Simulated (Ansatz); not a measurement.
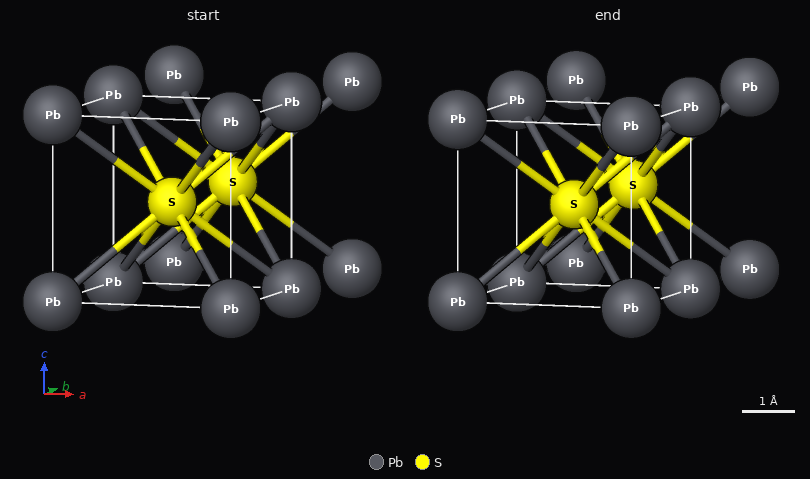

The structure of crystalline PbS (set up in Pm-3m) before (left) and after (right) a relaxation, at one scale.

Style: ball-and-stick. Shown: the cell of the calculation, repeated 1 × 2 × 1 with one cell outlined, slightly off an axis.

The run lets cell and atoms move.

The calculation used Ansatz, Kohn-Sham DFT of a periodic cell, HSEsol, Ansatz PAW.

Input
```yaml
crystal:
  lattice:
    - [3.653659, 0.0, 0.0]
    - [0.0, 3.653659, 0.0]
    - [0.0, 0.0, 3.653659]
  atoms:
    - { symbol: Pb, position: [0.0, 0.0, 0.0] }
    - { symbol: S, position: [0.5, 0.5, 0.5] }
hamiltonian:
  xc:
    exchange: hjs_pbesol
    correlation: pbesol
    exx: { coeff: 0.25, omega: 0.207 }
  pseudopotentials: { kind: paw }
kpoints:
  mp_grid: { grid: [4, 4, 4] }
scf:
  occupations: { method: fermi_dirac, width: 0.05 }
output:
  forces: true
  stress: true
  eigenvalues: true
relax:
  f_tol: 0.01
  max_steps: 40
  cell: { stress_tol: 0.05 }
```

Run as
```bash
ansatz run input.yaml --threads 2 --pin off --max-ram 5632MiB --backend cpu --events-out ev --progress --plain --runs-dir out
```

### What changed between the two?

The energy falls by 27.2 meV per atom in 3 accepted moves (4 points after the start). All forces vanish by symmetry, so only the cell relaxes. The pressure goes from −4.45 to −0.01 GPa. At 1 point the geometry stayed and the basis and grid were re-selected for the new cell (energy shift of 0.2 meV per atom at most each time). No atom moves by more than 0.005 Å relative to the cell. The drawn cell changes as follows: a = b = c 3.654 → 3.563 Å (−2.5 %); the volume changes by −7.3 %. Among the contacts that change: Pb–S 3.164 → 3.085 Å. The space group stays Pm-3m (No. 221).

Limits of the set-up: the k-point mesh is coarse for a cell with partly filled bands.
